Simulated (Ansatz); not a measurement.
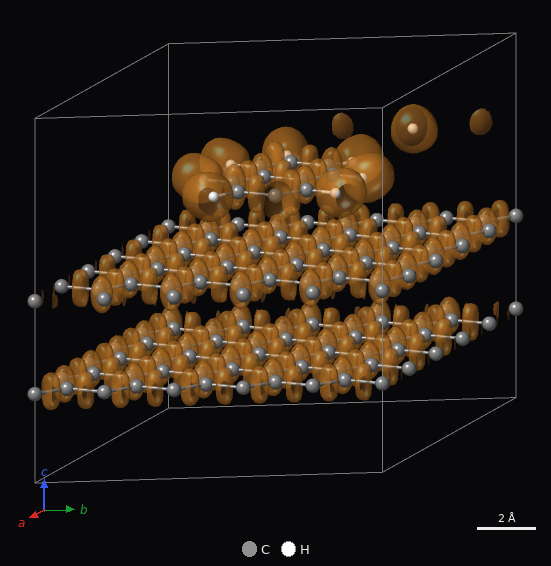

H$_{4}$C$_{55}$ (slab). Isosurface of the ELF at 0.8 (orange), seen slightly off an axis. Only the valence region is drawn (cores and ρ < 0.01 e/Å³ removed). Sticks mark near contacts.

Theory: Ansatz, DFT PBE+D3(BJ), scalar-relativistic, plane waves, PAW.

H$_{4}$C$_{55}$ (slab), 118 atoms, a = 12.30 Å, b = 12.30 Å, c = 21.35 Å, α = 90.00°, β = 90.00°, γ = 120.00°.

Q: Where are the electrons localised?

A: At this value the surface marks out 161 regions between bonded C–C atoms (shared pairs) and eight regions around hydrogen nuclei, counted in one cell of 118 atoms. Counts are for one cell; the picture repeats the cell along the surface. Profiles from the grid: C–H (1.09 Å): the ELF climbs to about 1 towards the hydrogen, as it does in any bond to H (a covalent bond by its length). C–C (1.38 Å): the ELF peaks at about 0.95 between the atoms; localised, covalent bonding.
